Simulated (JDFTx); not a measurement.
## Energy of ZrC along an even scaling of the cell

System: ZrC (Fm-3m, 2 atoms in the cell).
Method: Kohn-Sham DFT of a periodic cell, LDA, PseudoDojo-SR-LDA-0.4.1-standard, no spin polarisation (JDFTx 1.7.0 (patched build)).

The 7 runs differ only in the geometry, by an even scaling of the cell at fixed fractional positions. The structure derives from an entry of the Crystallography Open Database.

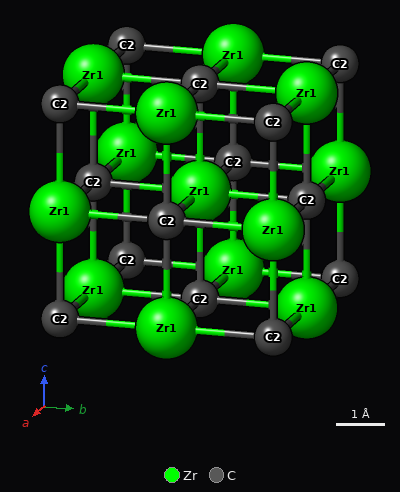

Figure 1. The structure of run 4 (ball-and-stick view of the cell 4 times as large as that of the calculation, set on its symmetry axes, seen slightly off an axis; atoms are numbered from 1 in the order of the input). An atom can appear more than once, as a periodic image.

## Input of run 4
```
lattice Face-Centered Cubic 8.9384045695
coords-type Lattice
ion Zr     0.5000000000     0.5000000000     0.5000000000 1
ion C      0.0000000000     0.0000000000     0.0000000000 1

ion-species pseudo/Zr.upf
ion-species pseudo/C.upf
elec-cutoff 41 328
elec-ex-corr lda-PW
kpoint-folding 10 10 10
elec-smearing Fermi 0.0018374661
elec-n-bands 14
electronic-SCF nIterations 100 energyDiffThreshold 1e-09
electronic-minimize nIterations 30 energyDiffThreshold 1e-7
forces-output-coords Cartesian

dump-name run.$VAR
dump End Ecomponents EigStats BandEigs Kpoints Forces Stress
```

Command:
```bash
jdftx -c 1 -i ZrC.in -o ZrC.out
```

Lattice vectors (Å) and fractional positions of run 4:
```
   0.000000    2.365000    2.365000
   2.365000    0.000000    2.365000
   2.365000    2.365000    0.000000
Zr  0.500000  0.500000  0.500000
C   0.000000  0.000000  0.000000
```

Run 6 has the same physical settings and fractional positions; its lattice vectors (Å) are:
```
   0.000000    2.396122    2.396122
   2.396122    0.000000    2.396122
   2.396122    2.396122    0.000000
```

## Results, with one run withheld

| run | volume per atom (Å³) | free energy per atom, from the lowest run given (meV) | pressure (GPa) |
| --- | --- | --- | --- |
| 1 | 12.434 | 0.00 | 1.56 |
| 2 | 12.699 | 1.60 | −3.54 |
| 3 | 12.963 | 11.20 | −8.13 |
| 4 | 13.228 | 28.00 | −12.26 |
| 5 | 13.493 | 51.25 | −15.97 |
| 6 | 13.757 | ? | ? |
| 7 | 14.022 | 114.60 | −22.29 |

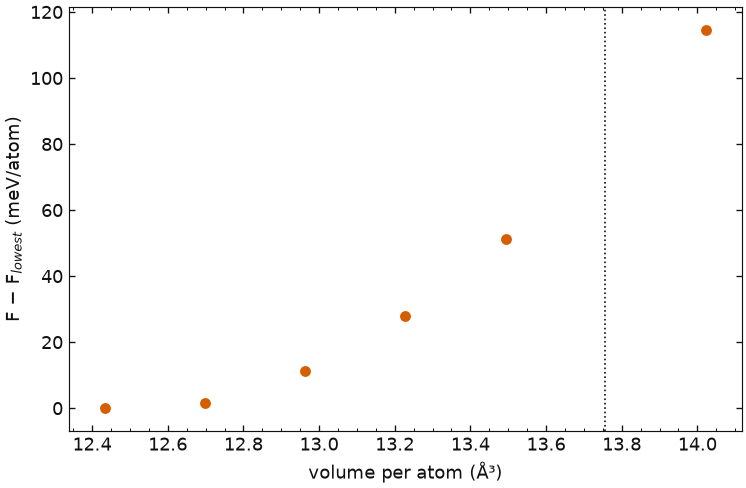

Figure 2. Free energy per atom of the runs given; the dotted line marks run 6.

Fit the runs given and predict run 6.

A cubic polynomial in V^(−2/3) (the Birch–Murnaghan form), fitted to the 6 runs given, misses them by at most 0.02 meV per atom. With x = V^(−2/3) − 0.17974 Å⁻², it reads F = 20.517 − 7244.8 x + 6.2689e+05 x² + 21033 x³ (meV per atom). At run 6 it gives 80.25 meV per atom, and the run itself gives 80.32. The slope of the fit gives a pressure −dF/dV of −19.23 GPa there, and the run prints −19.30 GPa. The two needn't agree exactly: the fit is approximate, and the printed stress is taken on a finite basis. The fit has its minimum at 12.515 Å³ per atom, where V d²F/dV² gives 246 GPa: the bulk modulus at this level, since symmetry fixes the shape and the positions.

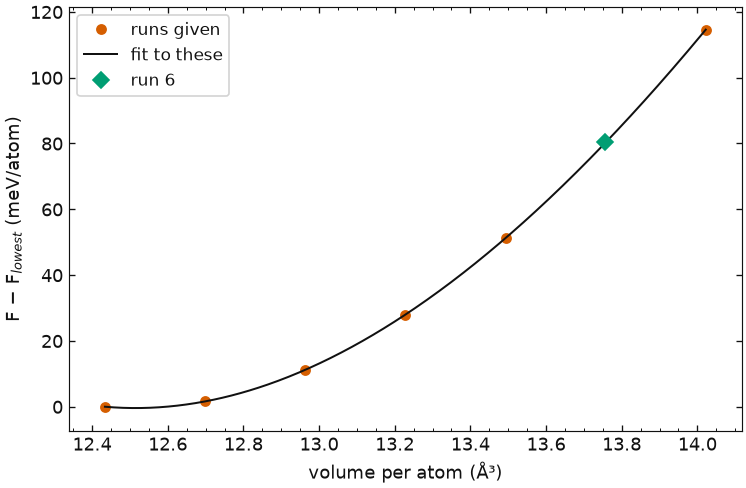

Figure 3. The fit and the withheld run.

## Some lines of the output (run 6)
```
[...]
unit cell volume = 185.675
     Etot =      -53.3409310467500077
        F =      -53.3410337804209433
	HOMO-LUMO gap: +0.002310
	Optical gap  : +0.023222 at state 28 ( [ +0.000000 +0.400000 +0.500000 ] spin 0 )
```
